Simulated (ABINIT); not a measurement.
# ZnS (P6_3mc): refractive index against wavelength

The refractive index of ZnS (P6_3mc) along x below the direct gap (1.99 eV on the mesh) is read from one computed spectrum, n = √(Re ε). x, y and z are the Cartesian axes of the input cell.

Cell: a, b, c = 3.811, 3.811, 6.234 Å (primitive vectors), 4 atoms.

Method: ABINIT 10.8.3, LDA, independent particles, k-mesh 12×12×6, Lorentzian half width 0.04 eV.

Launch of the response step: `optic optic.abi`. The run took 14.7 min, its band step included, on 4 threads of AMD EPYC (Zen 3), with other jobs on the host.

| wavelength (nm) | photon energy E (eV) | n |
| --- | --- | --- |
| 3000 | 0.413 | 2.5631 |
| 2000 | 0.620 | 2.5717 |
| 1550 | 0.800 | 2.5824 |
| 1310 | 0.946 | 2.5935 |
| 1064 | 1.165 | ? |

In the single-oscillator model n² − 1 = E₀E_d/(E₀² − E²), so 1/(n² − 1) = E₀/E_d − E²/(E₀E_d) is linear in E².

Working, on the rows shown:

| x = E² (eV²) | y = 1/(n² − 1) |
| --- | --- |
| 0.170801 | 0.17955 |
| 0.384302 | 0.178138 |
| 0.639837 | 0.176404 |
| 0.895757 | 0.174635 |

Means: x̄ = 0.52267, ȳ = 0.17718. Σ(x − x̄)(y − ȳ) = -0.002007, Σ(x − x̄)² = 0.2959. Slope = -0.002007 / 0.2959 = -0.006783; intercept = ȳ − slope · x̄ = 0.18073. Turned back into n, the line misses the rows shown by at most 0.00011.

Question: Fill in the last column of the withheld row.

Answer: At x = 1.3578 the line gives y = 0.17152, that is 2.6135. The run gave 2.6147, so the extrapolation is off by 0.0012, 2 % of the range in the table.

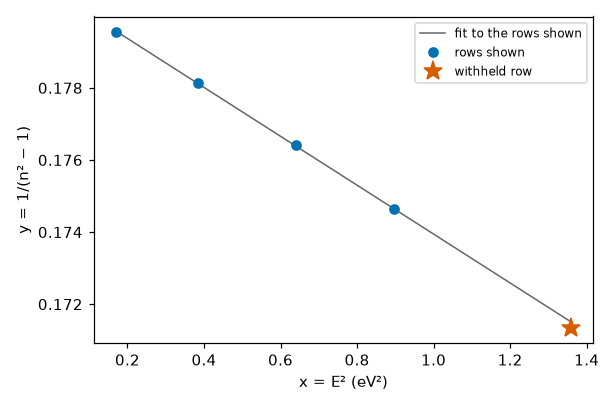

Refitted with all rows, the slope is -0.006928 and the intercept 0.18079. These give E₀ = √(intercept/−slope) = 5.11 eV and E_d = E₀/intercept = 28.3 eV; E₀ is 2.6 times the direct gap. The electronic limit at long wavelengths, without lattice vibrations, is n = √(1 + 1/intercept) = 2.556. The cell comes from an older database entry, whose edges can be off by a per cent or so. Excitons are left out and so are local fields; LDA gaps are as a rule too small. The values come from a sum over the points of one k-mesh and carry its error, which grows as the direct gap shrinks.
